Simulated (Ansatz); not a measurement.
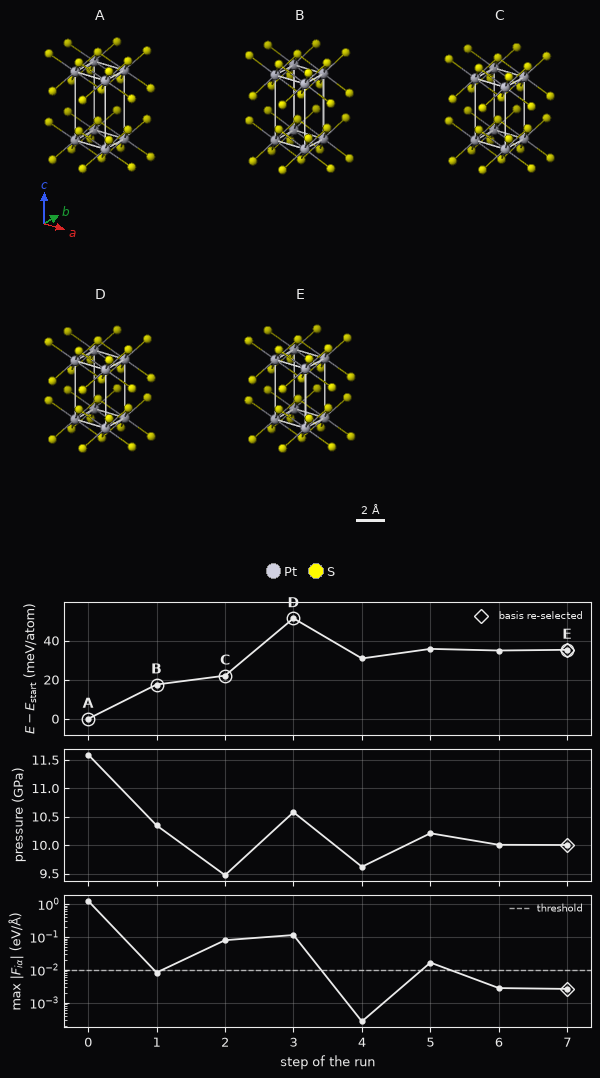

Frames of a relaxation of solid PtS2 (set up in P-3m1), marked on the history of the run. A ball-and-stick model of the cell of the calculation, seen slightly off an axis.

The run lets cell and atoms move.

All numbers below come from Ansatz, Kohn-Sham DFT of a periodic cell, PBE, Ansatz PAW.

Input
```yaml
crystal:
  lattice:
    - [3.5432, 0.0, 0.0]
    - [-1.7716, 3.0685012107, 0.0]
    - [0.0, 0.0, 5.0388]
  atoms:
    - { symbol: Pt, position: [0.0, 0.0, 0.0] }
    - { symbol: S, position: [0.6666666667, 0.3333333333, 0.773] }
    - { symbol: S, position: [0.3333333333, 0.6666666667, 0.227] }
hamiltonian:
  xc: pbe
  pseudopotentials: { kind: paw }
kpoints:
  mp_grid: { grid: [9, 9, 5] }
scf:
  occupations: { method: fermi_dirac, width: 0.05 }
output:
  forces: true
  stress: true
  eigenvalues: true
relax:
  f_tol: 0.01
  max_steps: 40
  cell: { stress_tol: 0.05, p_target: 10.0 }
```

Launched with:
```bash
ansatz run input.yaml --threads 2 --pin off --max-ram 5632MiB --backend cpu --events-out ev --progress --plain --runs-dir out
```

What happens along the run?

Answer. The largest moves relative to the cell, 0.20 Å, are those of S atoms. Pt stays in place. The drawn cell changes as follows: a = b 3.543 → 3.560 Å (+0.5 %), c 5.039 → 4.378 Å (−13.1 %); the volume changes by −12.3 %. Among the contacts that change: S–S 3.428 → 2.857 Å, Pt–S 2.344 → 2.379 Å. The space group stays P-3m1 (No. 164). The energy rises by 35.3 meV per atom in 6 accepted moves (7 points after the start). With the target pressure of 10 GPa, the enthalpy E + pV changes by −105 meV per atom. Largest force component: 1.3 eV/Å at the start, 0.0026 eV/Å at the end. The pressure goes from 11.59 to 10.00 GPa. The SCF was repeated once at an unchanged geometry on a basis and grid sized afresh for the cell, which shifted the energy by 0.4 meV per atom at most. From step 0 to 1: S atoms move most (0.17 Å), volume −8.2 %, energy +17.5 meV per atom. From step 1 to 2: S atoms move most (0.04 Å), volume −2.7 %, energy +4.5 meV per atom. From step 2 to 3: S atoms move most (0.03 Å), volume −3.3 %, energy +29.3 meV per atom. From step 3 to 7: S atoms move most (0.02 Å), volume +1.5 %, energy −16.1 meV per atom.

| step | E − E(0), meV/atom | largest force component, eV/Å | pressure, GPa | volume, Å³/atom | note |
| --- | --- | --- | --- | --- | --- |
| 0 | 0.00 | 1.2565 | 11.59 | 18.261 |  |
| 1 | 17.54 | 0.0083 | 10.35 | 16.767 |  |
| 2 | 22.08 | 0.0801 | 9.47 | 16.320 |  |
| 3 | 51.41 | 0.1148 | 10.58 | 15.784 |  |
| 4 | 30.89 | 0.0003 | 9.62 | 16.087 |  |
| 5 | 35.77 | 0.0167 | 10.21 | 16.007 |  |
| 6 | 34.94 | 0.0028 | 10.01 | 16.020 |  |
| 7 | 35.30 | 0.0026 | 10.00 | 16.020 | same geometry, new basis |

Limits of the set-up: layers or molecules are held without a dispersion correction, so their spacing is unreliable.
